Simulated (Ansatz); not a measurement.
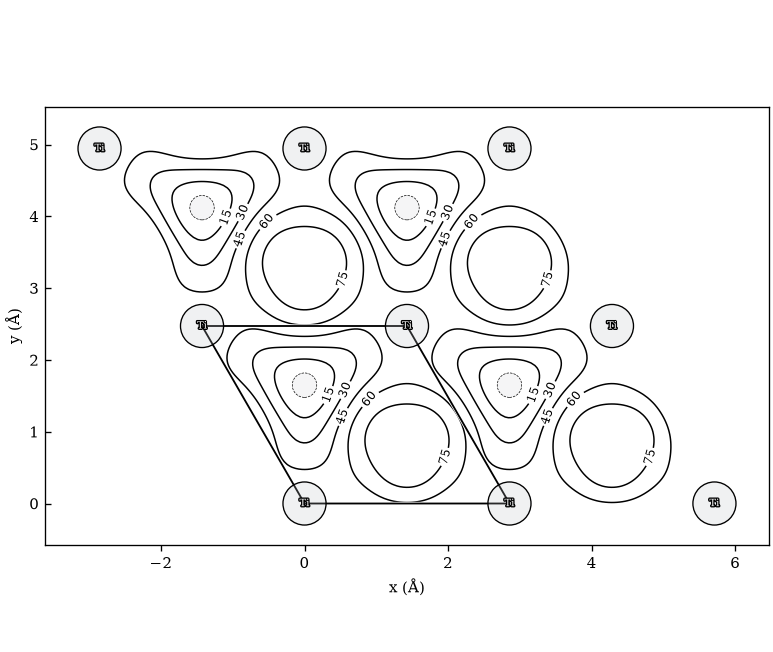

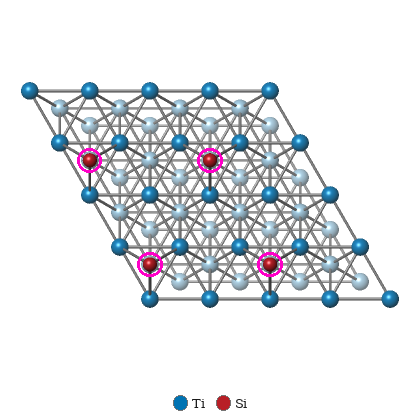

Energy landscape of Si on a Ti(111) slab cut from the Fm-3m phase, its upper half relaxed before the scan (12 atoms of substrate and one adsorbate in a 2 × 2 cell). Si is moved over the surface cell at a fixed height above a rigid substrate; the origin of the map has the adsorbate above Ti9; the height is held at 2.50 Å. Places are given modulo a cell vector. The map is drawn in real space over the plane of the surface. The grid has 6 × 6 points; 10 points were computed and 26 follow by symmetry. Places are given in fractions of the 1 × 1 surface cell. All energies are given in meV relative to the lowest grid point. The runs have no spin polarisation, so an open-shell adsorbate far from the surface lies too high. At a fixed height the lowest place need not be the adsorption site. These are results of DFT PBE+D3(BJ), scalar-relativistic, plane waves, PAW in Ansatz, not measurements. Settings: cutoff 420 eV, k-mesh 6×6×1, gaussian smearing 0.1 eV, no spin polarisation.

The picture shows contour lines labelled in meV, labelled circles for the atoms of the top layer and small ones for the second layer, the outline of one cell of the 2 × 2 shown. Between grid points the surface is interpolated. The second picture is the structure at the lowest point; rings mark the moved atoms.

**What does the map say about the system?**

The lowest grid point is at a threefold hollow over a second-layer Ti atom, (2/6, 4/6) of the cell vectors. The highest grid point, a threefold hollow over a third-layer Ti atom, (4/6, 2/6) of the cell vectors, lies 89 meV above the lowest. On the interpolated surface the easiest way out of the lowest well to its copy in the next cell or period passes a barrier of about 52 meV. At the lowest point the adsorbate has 3 Ti at 2.99 Å as nearest neighbours, at the highest 3 Ti at 2.99 Å.

Grid values (meV):

```csv
"second ↓, first →",0/6,1/6,2/6,3/6,4/6,5/6
5/6,49,31,20,20,31,49
4/6,51,20,0,20,51,61
3/6,59,20,20,59,80,80
2/6,51,31,51,80,89,80
1/6,49,49,61,80,80,61
0/6,55,49,51,59,51,49
```

The input of one point:

```yaml
crystal:
  lattice:
    - [5.7099611434, 0.0, 0.0]
    - [-2.8549805717, 4.9449714048, 0.0]
    - [0.0, 0.0, 21.5932633302]
  atoms:
    - { symbol: Ti, position: [0.3333333333, 0.1666666667, 0.1852429593] }
    - { symbol: Ti, position: [0.3333333333, 0.6666666667, 0.1852429593] }
    - { symbol: Ti, position: [0.8333333333, 0.1666666667, 0.1852429593] }
    - { symbol: Ti, position: [0.8333333333, 0.6666666667, 0.1852429593] }
    - { symbol: Ti, position: [0.1666666667, 0.3333333333, 0.2894365806] }
    - { symbol: Ti, position: [0.1666666667, 0.8333333333, 0.2894365806] }
    - { symbol: Ti, position: [0.6666666667, 0.3333333333, 0.2894365806] }
    - { symbol: Ti, position: [0.6666666667, 0.8333333333, 0.2894365806] }
    - { symbol: Ti, position: [0.0, 0.0, 0.3933293083] }
    - { symbol: Ti, position: [0.0, 0.5, 0.3933293083] }
    - { symbol: Ti, position: [0.5, 0.0, 0.3933293083] }
    - { symbol: Ti, position: [0.5, 0.5, 0.3933293083] }
    - { symbol: Si, position: [0.1666666667, 0.3333333333, 0.5091061579] }
basis:
  ecutwfc: 420
kpoints:
  mp_grid: { grid: [6, 6, 1] }
hamiltonian:
  xc: pbe
  pseudopotentials: { kind: paw, azcp: { folder: soft_1 } }
  dispersion: d3bj
scf:
  occupations: { method: gaussian, width: 0.1 }
output:
  forces: true
  eigenvalues: true
efield:
  axis: 3
  dipole_correction: true
  ramp_width: 0.04
```

The whole map (10 points run) took 2.6 min on 2 threads of AMD EPYC 9R45 96-Core Processor (Zen 5) (shared host).
